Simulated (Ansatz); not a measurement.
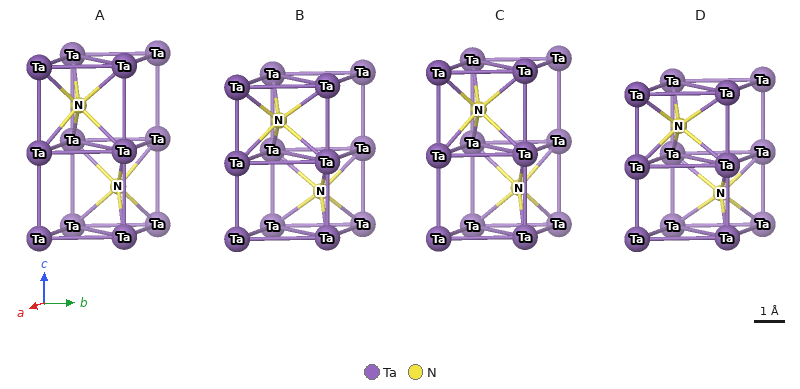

4 geometries from one relaxation of solid TaN (set up in P6_3/mmc) (coarse preliminary run), in shuffled order. Style: ball-and-stick. Shown: the cell of the calculation, slightly off an axis.

Level of theory: DFT LDA, scalar-relativistic, plane waves, PAW in Ansatz. Set-up: plane-wave cutoff 420 eV; k-point mesh 6 × 6 × 4; occupations gaussian; smearing width 0.1 eV; no spin polarisation; cell and atoms relaxed; force threshold 0.05 eV/Å; at most 80 steps.

**Order the frames from highest to lowest energy.**

D, B, C, A. They are steps 0, 1, 3, 9, at +2.305 eV per cell of the calculation, +1.406 eV per cell of the calculation, +0.170 eV per cell of the calculation relative to the last. No atom moves by more than 0.005 Å relative to the cell. The drawn cell changes as follows: a = b 3.048 → 2.873 Å (−5.7 %), c 4.918 → 5.814 Å (+18.2 %); the volume changes by +5.0 %. Near-neighbour distances that change, for instance: Ta–Ta 2.459 → 2.907 Å, Ta–Ta 3.048 → 2.873 Å, N–Ta 2.147 → 2.205 Å. Bond angles that change, for instance: Ta–N–Ta 69.9° → 82.5°, Ta–N–Ta 90.5° → 81.3°, Ta–N–Ta 131.6° → 135.8°. The space group stays P6_3/mmc (No. 194). The energy falls by 2.305 eV per cell of the calculation in 7 accepted moves (9 points after the start). All forces vanish by symmetry, so only the cell relaxes. The pressure goes from 40.73 to 0.09 GPa. The SCF was repeated twice at an unchanged geometry on a basis and grid sized afresh for the cell, which shifted the energy by 71.4 meV per cell of the calculation at most. Cost: 27 s on 1 thread of Intel(R) Xeon(R) Processor @ 2.50GHz (Skylake/Cascade Lake) (shared host), peak memory 0.33 GiB.
